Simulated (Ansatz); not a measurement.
**Run report: BP, GW calculation**

BP (P6₃/mmc, 4 atoms in the cell), computed with G0W0 on PBE, plane waves, PAW, no spin polarisation (Ansatz 0.2.0).

The structure was built on a prototype by a generator. The geometry comes from this level: r2SCAN. It belongs to a series of runs on one base structure; here: bands and screening cutoff. Figures and captions count atoms from 1; the log counts them from 0 in places.

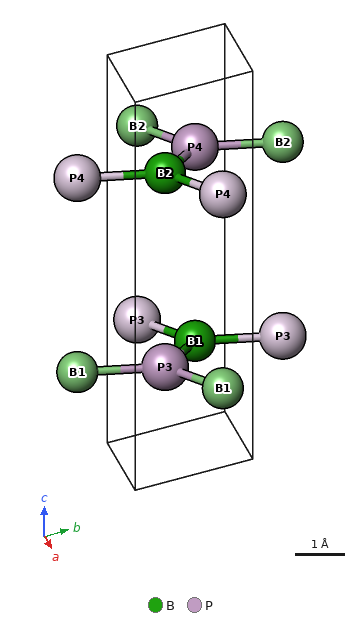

Fig. 1: The structure (ball-and-stick view of the cell of the calculation, seen at an oblique angle; neighbours outside the cell are drawn fainter; atoms are numbered from 1 in the order of the input). Near neighbours in the crystal (not all of them lie inside the picture): B has 3 P at 1.85 Å; P has 3 B at 1.85 Å.

Results in brief:

```csv
quantity,value
outcome,converged
space group (tolerance 0.01 Å),P6₃/mmc (194)
electrons treated,16
free energy,−1823.3400 eV
Fermi energy,3.628 eV
gap on the k-point mesh,0.86 eV
quasiparticle gap on the mesh,1.25 eV
hardware,"2 threads of Arm Neoverse V2, 24 GiB of memory available, shared host"
wall time,5.8 min (CPU time 11 min)
peak memory,1.1 GiB
```

Remarks:

The GW levels are not extrapolated in basis or mesh.

Input file:
```yaml
crystal:
  lattice:
    - [3.2039354075, 0.0, 0.0]
    - [-1.6019677038, 2.7746894549, 0.0]
    - [0.0, 0.0, 8.4666274574]
  atoms:
    - { symbol: B, position: [0.3333333333, 0.6666666667, 0.25] }
    - { symbol: B, position: [0.6666666667, 0.3333333333, 0.75] }
    - { symbol: P, position: [0.6666666667, 0.3333333333, 0.25] }
    - { symbol: P, position: [0.3333333333, 0.6666666667, 0.75] }
kpoints:
  mp_grid: { grid: [6, 6, 2] }
hamiltonian:
  xc: pbe
scf:
  occupations: { method: fixed }
gw:
  n_empty_bands: 520
  ecut_chi: 210
  qp_bands: [v2, c2]
  qp_kpoints: band_edges
  screening: { model: contour_deformation }
```

Launched with:
```bash
ansatz run input.yaml --threads 2 --pin off --max-ram 3686MiB --backend cpu --events-out ev --progress --plain --runs-dir out
```

The program's output:
```
Engine: ansatz 0.2.0, aarch64-unknown-linux-gnu
Pseudopotentials: kind: paw
Pseudopotential: B, paw, valence charge 3, recommended cutoff 420 eV (normal), B.paw.azcp
Pseudopotential: P, paw, valence charge 5, recommended cutoff 420 eV (normal), P.paw.azcp
Functional definition: PBE
  parameter kappa = 0.804
  parameter beta = 0.06672455060314922
  exchange = pbe_x(kappa = kappa, mu = beta*pi^2/3)
  correlation = pbe_c(beta = beta)
Crystal: 4 atoms, lattice volume = 75.268 Å³
Basis set: ecut = 420 eV, 1481 PW (Γ)
Bands: 12, of which v1, the nominal top of the filled ones, is band 8 counted from 1 (7 counted from 0)
Symmetry: 24 space group operations
Space group: P63/mmc (ITA 194), of the structure as read, at distance tolerance 4.2e-5 Å
k-points: 14 of 72
Non-local potential: B, projectors of the file, l = 0: 2, l = 1: 2, l = 2: 1
Non-local potential: P, projectors of the file, l = 0: 2, l = 1: 2, l = 2: 2
PAW form: soft (Blöchl's): semilocal exchange-correlation on the pseudo side does not see the compensation charge
PAW one-centre angular grid: B, 110 points (default); XC on 64 Gauss nodes
PAW one-centre angular grid: P, 110 points (default); XC on 64 Gauss nodes
Initial density: superposition of atomic densities (neutral atoms: chi_scale 0, normalization atom), corrected by the library's trained network
Initial wavefunctions: pseudopotential atomic-orbital guess
Functional: x = pbe(κ = 0.804, μ = 0.2195149727645171), c = pbe(β = 0.06672455060314922)
SCF iter   1: F=—  HF=-1823.339581 eV  |F-HF|=—  |Δ(HF+E_count)|=         —  Δρ=2.08e-3  dr2=2.81e-3  ethr=1.77e-3  ⟨swp⟩=5.6  Hψ=1062  notcnv=0  defer=16
preconditioner: auto → none  [insulator: Δε(μ)=0.828 eV  Ē_g=9.827 eV  n_scr=4 (ndim 8)  ℏωp=17.1 eV  f_vac=0.037  ε∞_Penn≈4.0]
SCF iter   2: F=—  HF=-1823.339630 eV  |F-HF|=—  |Δ(HF+E_count)|=   4.99e-5  Δρ=7.20e-4  dr2=1.53e-4  ethr=1.75e-5  ⟨swp⟩=2.9  Hψ=435  notcnv=0  defer=25
SCF iter   3: F=—  HF=-1823.339924 eV  |F-HF|=—  |Δ(HF+E_count)|=   2.94e-4  Δρ=3.58e-4  dr2=3.73e-5  ethr=9.58e-7  ⟨swp⟩=2.5  Hψ=284  notcnv=0  defer=25
SCF iter   4: F=—  HF=-1823.340025 eV  |F-HF|=—  |Δ(HF+E_count)|=   1.00e-4  Δρ=3.13e-5  dr2=1.02e-6  ethr=2.33e-7  ⟨swp⟩=2.1  Hψ=284  notcnv=0  defer=25
iter 5 did not close the SCF: its close was put off for the readings that it lacked (scf_convergence_deferred on its scf_iter line)
SCF iter   5: F=-1823.340024 eV  HF=-1823.340024 eV  |F-HF|=2.68e-8  |Δ(HF+E_count)|=   1.48e-7  Δρ=6.61e-6  dr2=4.69e-8  ethr=6.36e-9  ⟨swp⟩=2.1  Hψ=276  notcnv=0  defer=25
SCF iter   6: F=-1823.340024 eV  HF=-1823.340024 eV  |F-HF|=5.50e-9  |Δ(HF+E_count)|=   3.85e-9  Δρ=2.80e-6  dr2=8.08e-9  ethr=2.93e-10  ⟨swp⟩=5.6  Hψ=934  notcnv=0
SCF 1 converged in 6 iterations: F = -1823.340024 eV  dr2 = 8.08e-9
  greatest PAW one-centre occupation: 0.776 electrons in one spin orbital (limit 2), on the P atom at site 3 (counted from 0), in its partial waves of l = 0
```

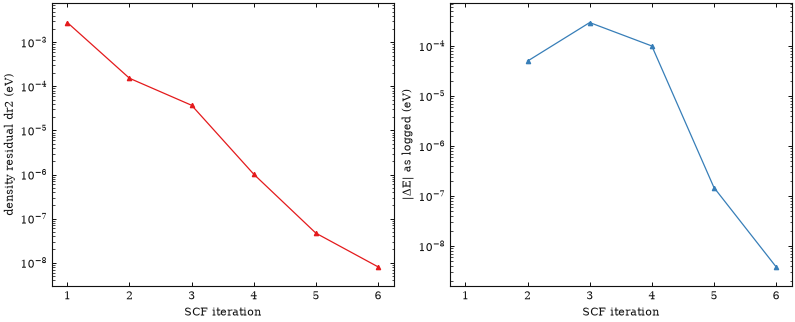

Fig. 2: Convergence of the self-consistent field: density residual dr2 and size of the energy change against the SCF iteration. The residual falls at every step.

```
NSCF: frozen V_eff on 14 k-points
G₀W₀ screening: q 1/14
G₀W₀ screening: q 2/14 (q-point 11)
G₀W₀ screening: q 3/14 (q-point 12)
G₀W₀ screening: q 4/14 (q-point 3)
G₀W₀ screening: q 5/14 (q-point 4)
G₀W₀ screening: q 6/14 (q-point 5)
G₀W₀ screening: q 7/14 (q-point 6)
G₀W₀ screening: q 8/14 (q-point 9)
G₀W₀ screening: q 9/14 (q-point 10)
G₀W₀ screening: q 10/14 (q-point 7)
G₀W₀ screening: q 11/14 (q-point 8)
G₀W₀ screening: q 12/14 (q-point 13)
G₀W₀ screening: q 13/14 (q-point 14)
G₀W₀ screening: q 14/14 (q-point 2)
G₀W₀ self-energy: k 1/8
G₀W₀ self-energy: k 2/8
G₀W₀ self-energy: k 3/8
G₀W₀ self-energy: k 4/8
G₀W₀ self-energy: k 5/8
G₀W₀ self-energy: k 6/8
G₀W₀ self-energy: k 7/8
G₀W₀ self-energy: k 8/8
G₀W₀ screening: q 1/14
G₀W₀ screening: q 2/14 (q-point 11)
G₀W₀ screening: q 3/14 (q-point 12)
G₀W₀ screening: q 4/14 (q-point 3)
G₀W₀ screening: q 5/14 (q-point 4)
G₀W₀ screening: q 6/14 (q-point 5)
G₀W₀ screening: q 7/14 (q-point 6)
G₀W₀ screening: q 8/14 (q-point 9)
G₀W₀ screening: q 9/14 (q-point 10)
G₀W₀ screening: q 10/14 (q-point 7)
G₀W₀ screening: q 11/14 (q-point 8)
G₀W₀ screening: q 12/14 (q-point 13)
G₀W₀ screening: q 13/14 (q-point 14)
G₀W₀ screening: q 14/14 (q-point 2)
G₀W₀ self-energy: k 9/9
SCF converged after 6 iterations
Free energy (F): -1823.340024 eV
Harris-Foulkes:  -1823.340024 eV  (|F-HF|=5.50e-9)
Internal energy: -1823.340024 eV  (E = F + TS)
E sigma→0 (E₀):  -1823.340024 eV
Fermi energy:    3.628362 eV
--- Per-component energies (eV) ---
  E_band       = -38.327998
  E_kinetic    = 237.808127
  E_local      = -405.650920  (includes V_loc(G=0)·N_el)
  E_nonlocal   = 92.034485
  E_hartree    = 127.229267
  E_xc         = -186.356989
  E_vxc        = -196.295161  (∫ρ·V_xc dr)
  E_paw        = -1296.227998  (= ΣΔE_a)
  E_vpaw       = -20.682647  (= ΣTr[D̂ρ^β])
  E_aug_tail   = 0.000001  (compensation charges beyond the density's cutoff)
  E_ewald      = -392.175997
  E_smearing   = -0.000000  (= −TS)
  E_closure    = 0.000000  (closes the sum)
  Σ components = -1823.340024   (vs F -1823.340024, Δ=0.00e0)
--- Band table (eV; the first three rows and the last of 14) ---
  k-point 0: bands = ["-10.1478", "-10.0224", "-1.1014", "0.0978", "1.9697", "1.9697", "1.9988", "1.9988", "7.0264", "8.2818", "8.2818", "8.3490"]
  k-point 1: bands = ["-10.0863", "-10.0863", "-0.5664", "-0.5664", "1.9843", "1.9843", "1.9843", "1.9843", "8.3150", "8.3150", "8.3150", "8.3150"]
  k-point 2: bands = ["-9.7245", "-9.6024", "-0.6335", "0.1552", "0.2096", "0.5426", "1.2863", "1.3215", "7.3928", "7.6652", "7.8565", "9.8620"]
  k-point 13: bands = ["-6.6261", "-6.6261", "-4.2933", "-4.2933", "-2.6603", "-2.6603", "3.6284", "3.6284", "4.4896", "4.4896", "9.8713", "9.8713"]
--- G₀W₀: contour deformation, 7 samples at zero and on the imaginary axis and 1 off it, 72 q-points, 520 empty bands' worth ---
  eigenvalues of the whole cell's RPA ε∞ on this k-mesh (on a slab, of 1 + 4πα/V) = 5.5141, 25.2986, 25.2986; static W/v taken at q = 0 is 0.052293
  gw.qp_kpoints: band_edges: 9 of 14 stored k-points solved, in 2 passes; an edge of the gap read off the rows below is read off those points alone
    valence top: of the k-points left out ik 11 came nearest to being solved in a further pass, in band 7 (counted from 1, as in the quasiparticle table): it holds the edge there only if its correction is more favourable than any solved in that band by at least 1.219 eV; those differ by 0.230 eV
    conduction bottom: of the k-points left out ik 11 came nearest to being solved in a further pass, in band 9 (counted from 1, as in the quasiparticle table): it holds the edge there only if its correction is more favourable than any solved in that band by at least 0.869 eV; those differ by 0.637 eV
    ik  band        ε_KS         Σx   Σc(E_QP)       V_xc       Z   E_QP_lin       E_QP  E_QP is
     0     7      1.9988   -17.8012     2.0096   -15.1828  0.6865     1.3496     1.3901  root
     0     8      1.9988   -17.8012     2.0096   -15.1828  0.6865     1.3496     1.3901  root
     0     9      7.0264    -3.3975    -3.8963    -6.9738  0.7400     6.7112     6.7064  root
     0    10      8.2818    -7.7163    -5.1690   -13.2006  0.6775     8.6058     8.5971  root
     1     7      1.9843   -17.7889     2.0171   -15.1632  0.6859     1.3345     1.3756  root
     1     8      1.9843   -17.7889     2.0171   -15.1632  0.6859     1.3345     1.3756  root
     1     9      8.3150    -7.7385    -5.1892   -13.2451  0.6759     8.6415     8.6324  root
     1    10      8.3150    -7.7385    -5.1892   -13.2451  0.6759     8.6415     8.6324  root
     2     7      1.2863   -17.7539     2.2577   -14.8927  0.6746     0.6402     0.6828  root
     2     8      1.3215   -17.7879     2.2400   -14.9434  0.6764     0.6757     0.7170  root
     2     9      7.3928    -4.9019    -4.3346    -9.1691  0.7150     7.3257     7.3254  root
     2    10      7.6652    -7.4993    -4.9889   -12.7184  0.6858     7.8997     7.8954  root
     3     7      1.3038   -17.7707     2.2488   -14.9179  0.6755     0.6578     0.6998  root
     3     8      1.3038   -17.7707     2.2488   -14.9179  0.6755     0.6578     0.6998  root
     3     9      7.6571    -7.6575    -5.0413   -12.9621  0.6822     7.9263     7.9204  root
     3    10      7.6571    -7.6575    -5.0413   -12.9621  0.6822     7.9263     7.9204  root
     6     7      2.1334   -13.4326     1.5111   -11.5208  0.6372     1.6944     1.7327  root
     6     8      3.0336   -14.1526     1.0115   -12.7099  0.6794     2.5893     2.6024  root
     6     9      4.5993    -6.7473    -3.6046   -10.2839  0.7049     4.5315     4.5313  root
     6    10      5.6844    -7.6883    -4.1512   -11.8289  0.6239     5.6738     5.6737  root
     7     7      2.5560   -13.6984     1.2520   -12.0217  0.6623     2.1076     2.1312  root
     7     8      2.5560   -13.6984     1.2520   -12.0217  0.6623     2.1076     2.1312  root
     7     9      5.0668    -7.1459    -3.7882   -10.8888  0.6839     5.0217     5.0215  root
     7    10      5.0668    -7.1459    -3.7882   -10.8888  0.6839     5.0217     5.0215  root
    10     7      1.9236   -13.2368     1.5850   -11.2726  0.6296     1.4997     1.5445  root
    10     8      2.9046   -13.9074     0.9372   -12.5516  0.6779     2.4738     2.4860  root
    10     9      5.2436    -7.2300    -3.8224   -11.0175  0.6900     5.2087     5.2086  root
    10    10      6.1521    -7.8839    -4.3930   -12.2767  0.6319     6.1520     6.1520  root
    12     7      3.4650   -12.9803     0.4240   -12.1723  0.6833     3.0682     3.0810  root
    12     8      3.4650   -12.9803     0.4240   -12.1723  0.6833     3.0682     3.0810  root
    12     9      4.7272    -8.3334    -3.4633   -11.7532  0.6798     4.6838     4.6836  root
    12    10      4.7272    -8.3334    -3.4633   -11.7532  0.6798     4.6838     4.6836  root
    13     7      3.6284   -13.6646     0.5117   -12.7393  0.6880     3.2024     3.2147  root
    13     8      3.6284   -13.6646     0.5117   -12.7393  0.6880     3.2024     3.2147  root
    13     9      4.4896    -7.5479    -3.4919   -11.0105  0.6923     4.4602     4.4602  root
    13    10      4.4896    -7.5479    -3.4919   -11.0105  0.6923     4.4602     4.4602  root
```

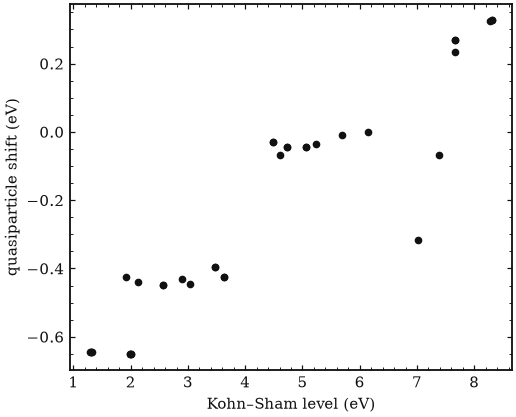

Fig. 3: Quasiparticle corrections (linearised) against the Kohn–Sham levels, for the bands and k-points computed. On this mesh the gap goes from 0.86 to 1.25 eV.
